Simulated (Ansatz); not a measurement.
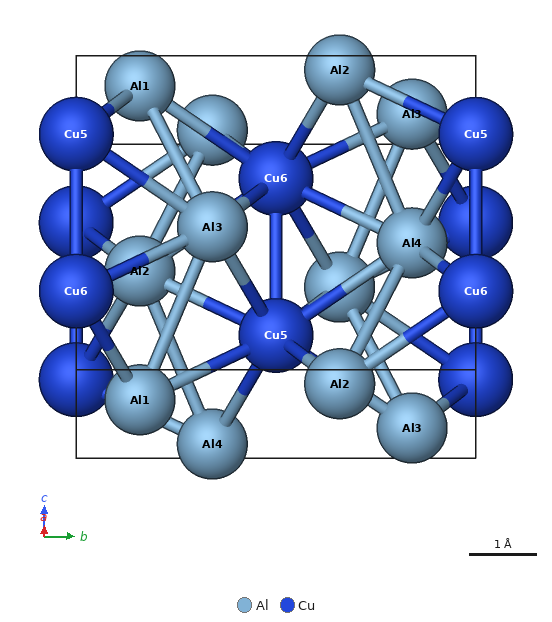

**Figure 1.** The structure (ball-and-stick view of the cell 2 times as large as that of the calculation, set on its symmetry axes, seen at an oblique angle; atoms are numbered from 1 in the order of the input). An atom can appear more than once, as a periodic image.

**What a change does: single-point calculation on Al₂Cu**

System: Al₂Cu (I4/mcm, 6 atoms in the cell).
Method of the first run: DFT, PBEsol, plane waves, PAW, no spin polarisation (Ansatz 0.2.0).

The structure derives from an entry of the Crystallography Open Database. Text and figures count atoms from 1; the logs count them from 0 in places.

### Input, the first run
```yaml
crystal:
  lattice:
    - [-2.9965506919, 2.9965506919, 2.4139243088]
    - [2.9965506919, -2.9965506919, 2.4139243088]
    - [2.9965506919, 2.9965506919, -2.4139243088]
  atoms:
    - { symbol: Al, position: [0.1593199578, 0.6593199578, 0.8186399155] }
    - { symbol: Al, position: [0.6593199578, 0.8406800422, 0.5] }
    - { symbol: Al, position: [0.8406800422, 0.3406800422, 0.1813600845] }
    - { symbol: Al, position: [0.3406800422, 0.1593199578, 0.5] }
    - { symbol: Cu, position: [0.75, 0.75, 0.0] }
    - { symbol: Cu, position: [0.25, 0.25, 0.0] }
basis:
  ecutwfc: 420
kpoints:
  mp_grid: { grid: [10, 10, 10] }
hamiltonian:
  xc: pbesol
scf:
  occupations: { method: gaussian, width: 0.1 }
  initial_density: { chi_scale: 0.0 }
  mixing: { algorithm: anderson, beta: 0.1 }
output:
  forces: true
  eigenvalues: true
  stress: true
```

Launched with:
```bash
ansatz run input.yaml --threads 4 --pin off --max-ram 10240MiB --backend cpu --events-out ev --progress --plain --runs-dir out
```

Hardware: 4 threads of Arm Neoverse V1, 24 GiB of memory available, shared host.

### Output, shortened to warnings, some set-up lines, iterations and results (the first run)
```
Basis set: ecut = 420 eV, 1681 PW (Γ), exchange–correlation on 72×72×72 points (8 copies of the dense FFT grid, shifted against one another)
Symmetry: 16 space group operations
k-points: 102 of 1000
Initial density: superposition of atomic densities (chi_scale 0, normalization cell)
[...]
SCF iter   1: F=—  HF=-15282.602413 eV  |F-HF|=—  |Δ(HF+E_count)|=         —  Δρ=3.02e-1  dr2=5.79e1  ethr=3.10e-3  ⟨swp⟩=7.9  Hψ=15772  notcnv=0
SCF iter   2: F=—  HF=-15278.509208 eV  |F-HF|=—  |Δ(HF+E_count)|=    4.09e0  Δρ=1.37e-1  dr2=1.24e1  ethr=3.10e-3  ⟨swp⟩=2.4  Hψ=6537  notcnv=0  defer=122  κ⁻¹=1.0e0(r=1)
SCF iter   3: F=—  HF=-15277.456528 eV  |F-HF|=—  |Δ(HF+E_count)|=    1.05e0  Δρ=4.25e-2  dr2=1.40e0  ethr=3.10e-3  ⟨swp⟩=2.1  Hψ=5847  notcnv=0  defer=124  κ⁻¹=1.0e-4(r=2)
SCF iter   4: F=—  HF=-15277.103003 eV  |F-HF|=—  |Δ(HF+E_count)|=   3.54e-1  Δρ=4.02e-2  dr2=6.83e-1  ethr=2.80e-3  ⟨swp⟩=2.0  Hψ=5613  notcnv=0  defer=132  κ⁻¹=8.4e-6(r=3)
SCF iter   5: F=—  HF=-15276.808215 eV  |F-HF|=—  |Δ(HF+E_count)|=   2.95e-1  Δρ=2.75e-2  dr2=4.69e-1  ethr=1.37e-3  ⟨swp⟩=2.1  Hψ=6611  notcnv=0  defer=133  κ⁻¹=3.7e-7(r=4)
[... 9 lines ...]
SCF iter  15: F=—  HF=-15276.797487 eV  |F-HF|=—  |Δ(HF+E_count)|=   7.46e-7  Δρ=1.18e-5  dr2=6.29e-8  ethr=5.06e-11  ⟨swp⟩=4.0  Hψ=10636  notcnv=0  κ⁻¹=3.3e-9(r=7)
SCF iter  16: F=—  HF=-15276.797486 eV  |F-HF|=—  |Δ(HF+E_count)|=   1.94e-7  Δρ=3.65e-6  dr2=1.16e-8  ethr=5.06e-11  ⟨swp⟩=5.0  Hψ=13231  notcnv=0  κ⁻¹=8.1e-8(r=7)
SCF iter  17: F=—  HF=-15276.797486 eV  |F-HF|=—  |Δ(HF+E_count)|=   3.04e-8  Δρ=4.33e-6  dr2=6.20e-9  ethr=2.32e-11  ⟨swp⟩=3.3  Hψ=8736  notcnv=0  κ⁻¹=3.0e-7(r=7)
SCF iter  18: F=-15276.797486 eV  HF=-15276.797486 eV  |F-HF|=4.25e-8  |Δ(HF+E_count)|=   3.31e-8  Δρ=4.15e-6  dr2=8.35e-9  ethr=1.24e-11  ⟨swp⟩=3.0  Hψ=8640  notcnv=0
SCF 1 converged in 18 iterations: F = -15276.797486 eV  dr2 = 8.35e-9
SCF converged after 18 iterations
Stability not checked: this state was not tested for a lower state beside it, because the mixer in use, unlike msr1, does not test its closes by its own steps (another_mixer; see scf.mixing.algorithm and scf.lower_state_search)
Free energy (F): -15276.797486 eV
Harris-Foulkes:  -15276.797486 eV  (|F-HF|=4.25e-8)
Internal energy: -15276.788211 eV  (E = F + TS)
E sigma→0 (E₀):  -15276.792849 eV
Entropy (-TS):   -0.009275 eV (-1.546 meV/atom)
Fermi energy:    10.675749 eV
--- Per-component energies (eV) ---
  E_band       = -917.256636
  E_kinetic    = 694.476311
  E_local      = -12362.410463  (includes V_loc(G=0)·N_el)
  E_nonlocal   = 813.044494
  E_hartree    = 5592.813049
  E_xc         = -339.082789
  E_vxc        = -351.992391  (∫ρ·V_xc dr)
  E_paw        = -5061.964886  (= ΣΔE_a)
  E_vpaw       = -896.014063  (= ΣTr[D̂ρ^β])
  E_aug_tail   = 0.000526  (compensation charges beyond the density's cutoff)
  E_ewald      = -4614.153414
  E_core_change = 0.488960  (= ΣΔE_core)
  E_smearing   = -0.009275  (= −TS)
  E_closure    = -0.000000  (closes the sum)
  Σ components = -15276.797486   (vs F -15276.797486, Δ=0.00e0)
--- Forces (eV/Å), atoms counted from 1 ---
  atom   1  Al     0.00034253     0.00034253     0.00000000
  atom   2  Al    -0.00034253     0.00034253     0.00000000
  atom   3  Al    -0.00034253    -0.00034253     0.00000000
  atom   4  Al     0.00034253    -0.00034253     0.00000000
  atom   5  Cu    -0.00000000     0.00000000     0.00000000
  atom   6  Cu     0.00000000    -0.00000000     0.00000000
  max |Σ_I F_I| component: 3.47e-18 eV/Å
--- Stress (GPa, compression-positive) ---
       -0.021430      -0.000000       0.000000
       -0.000000      -0.021430       0.000000
        0.000000      -0.000000       0.025238
  P = ⅓ Tr σ = -0.0059 GPa (-0.059 kbar)
```

The input of the second run differs as follows (lines with − go, lines with + come):
```diff
-    - [-2.9965506919, 2.9965506919, 2.4139243088]
-    - [2.9965506919, -2.9965506919, 2.4139243088]
-    - [2.9965506919, 2.9965506919, -2.4139243088]
+    - [-3.0335, 3.0335, 2.4385]
+    - [3.0335, -3.0335, 2.4385]
+    - [3.0335, 3.0335, -2.4385]
-    - { symbol: Al, position: [0.1593199578, 0.6593199578, 0.8186399155] }
-    - { symbol: Al, position: [0.6593199578, 0.8406800422, 0.5] }
-    - { symbol: Al, position: [0.8406800422, 0.3406800422, 0.1813600845] }
-    - { symbol: Al, position: [0.3406800422, 0.1593199578, 0.5] }
+    - { symbol: Al, position: [0.1581, 0.6581, 0.8162] }
+    - { symbol: Al, position: [0.6581, 0.8419, 0.5] }
+    - { symbol: Al, position: [0.8419, 0.3419, 0.1838] }
+    - { symbol: Al, position: [0.3419, 0.1581, 0.5] }
-  mp_grid: { grid: [10, 10, 10] }
+  mp_grid: { grid: [6, 6, 6] }
-  initial_density: { chi_scale: 0.0 }
-  mixing: { algorithm: anderson, beta: 0.1 }
```

Predict how the results change.

With the same functional and potentials, the second run lies 1.8 meV per atom lower (other lines of the input change too). The pressure goes from −0.01 to −3.55 GPa. The largest force goes from 0.000 to 0.087 eV/Å. The volume per atom goes from 14.45 to 14.96 Å³. The SCF takes 6 iterations against 18. The irreducible k-points go from 102 to 30. The plane waves at Γ go from 1681 to 1729. The two runs start from different initial densities, which also moves the count.

### Output, shortened to warnings, some set-up lines, iterations and results (the second run)
```
Basis set: ecut = 420 eV, 1729 PW (Γ), exchange–correlation on 72×72×72 points (8 copies of the dense FFT grid, shifted against one another)
Symmetry: 16 space group operations
k-points: 30 of 216
Initial density: superposition of atomic densities (neutral atoms: chi_scale 0, normalization atom), corrected by the library's trained network
[...]
SCF iter   1: F=—  HF=-15276.812566 eV  |F-HF|=—  |Δ(HF+E_count)|=         —  Δρ=4.46e-3  dr2=9.34e-3  ethr=1.77e-3  ⟨swp⟩=7.9  Hψ=4627  notcnv=0  defer=1
SCF iter   2: F=—  HF=-15276.809202 eV  |F-HF|=—  |Δ(HF+E_count)|=   3.36e-3  Δρ=1.33e-3  dr2=4.00e-3  ethr=1.87e-5  ⟨swp⟩=2.4  Hψ=1876  notcnv=0  defer=1
SCF iter   3: F=—  HF=-15276.808666 eV  |F-HF|=—  |Δ(HF+E_count)|=   5.36e-4  Δρ=8.64e-4  dr2=1.45e-3  ethr=8.00e-6  ⟨swp⟩=1.1  Hψ=889  notcnv=0  defer=1
SCF iter   4: F=—  HF=-15276.808301 eV  |F-HF|=—  |Δ(HF+E_count)|=   3.64e-4  Δρ=1.87e-4  dr2=7.96e-5  ethr=2.90e-6  ⟨swp⟩=2.1  Hψ=1337  notcnv=0  defer=1
SCF iter   5: F=—  HF=-15276.808294 eV  |F-HF|=—  |Δ(HF+E_count)|=   7.61e-6  Δρ=3.19e-5  dr2=2.02e-6  ethr=1.59e-7  ⟨swp⟩=2.0  Hψ=1210  notcnv=0  defer=1
SCF iter   6: F=-15276.808293 eV  HF=-15276.808293 eV  |F-HF|=3.58e-8  |Δ(HF+E_count)|=   4.55e-7  Δρ=6.26e-6  dr2=2.34e-8  ethr=2.00e-10  ⟨swp⟩=6.5  Hψ=4756  notcnv=0
SCF 1 converged in 6 iterations: F = -15276.808293 eV  dr2 = 2.34e-8
SCF converged after 6 iterations
Free energy (F): -15276.808293 eV
Harris-Foulkes:  -15276.808293 eV  (|F-HF|=3.58e-8)
Internal energy: -15276.794630 eV  (E = F + TS)
E sigma→0 (E₀):  -15276.801462 eV
Entropy (-TS):   -0.013663 eV (-2.277 meV/atom)
Fermi energy:    10.126244 eV
--- Per-component energies (eV) ---
  E_band       = -934.641668
  E_kinetic    = 691.255402
  E_local      = -12450.421903  (includes V_loc(G=0)·N_el)
  E_nonlocal   = 813.948963
  E_hartree    = 5629.181288
  E_xc         = -337.365920
  E_vxc        = -349.755977  (∫ρ·V_xc dr)
  E_paw        = -5062.924875  (= ΣΔE_a)
  E_vpaw       = -898.017463  (= ΣTr[D̂ρ^β])
  E_aug_tail   = 0.000522  (compensation charges beyond the density's cutoff)
  E_ewald      = -4560.957069
  E_core_change = 0.488960  (= ΣΔE_core)
  E_smearing   = -0.013663  (= −TS)
  E_closure    = 0.000000  (closes the sum)
  Σ components = -15276.808293   (vs F -15276.808293, Δ=0.00e0)
--- Forces (eV/Å), atoms counted from 1 ---
  atom   1  Al     0.06171436     0.06171436     0.00000000
  atom   2  Al    -0.06171436     0.06171436     0.00000000
  atom   3  Al    -0.06171436    -0.06171436     0.00000000
  atom   4  Al     0.06171436    -0.06171436     0.00000000
  atom   5  Cu     0.00000000     0.00000000     0.00000000
  atom   6  Cu    -0.00000000     0.00000000     0.00000000
  max |Σ_I F_I| component: 6.94e-18 eV/Å
--- Stress (GPa, compression-positive) ---
       -4.260130       0.000000      -0.000000
        0.000000      -4.260130      -0.000000
       -0.000000      -0.000000      -2.120725
  P = ⅓ Tr σ = -3.5470 GPa (-35.470 kbar)
```

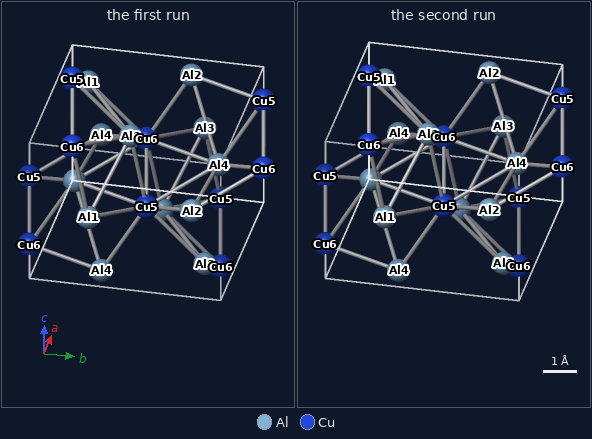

**Figure 2.** The two input geometries at one scale (ball-and-stick view of the cell 2 times as large as that of the calculation, set on its symmetry axes, seen at an oblique angle). The largest moves relative to the cell, 0.010 Å, are those of Al1, Al2, Al3 and Al4. Cu stays in place. The drawn cell changes as follows: a = b 5.993 → 6.067 Å (+1.2 %), c 4.828 → 4.877 Å (+1.0 %); the volume changes by +3.5 %. Among the contacts that change: Al1–Al3 2.862 → 2.904 Å, Al1–Cu5 2.557 → 2.590 Å, Cu5–Cu6 2.414 → 2.438 Å.

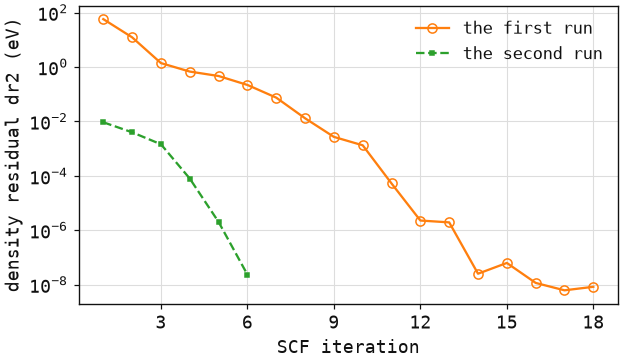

**Figure 3.** Convergence of the two runs: density residual dr2 against the SCF iteration. The first run takes 18 iterations in all, and the second run takes 6.

### The two runs side by side

```csv
quantity,the first run,the second run
outcome,converged,converged
free energy per atom (eV),−2546.1329,−2546.1347
"energy per atom, smearing taken to zero (eV)",−2546.1321,−2546.1336
gap on the mesh (eV),0.00,0.00
pressure (GPa),−0.01,−3.55
volume per atom (Å³),14.45,14.96
largest force (eV/Å),0.000,0.087
SCF iterations,18,6
irreducible k-points,102,30
plane waves at Γ,1681,1729
wall time (shared host),8.9 s,1.5 s
```
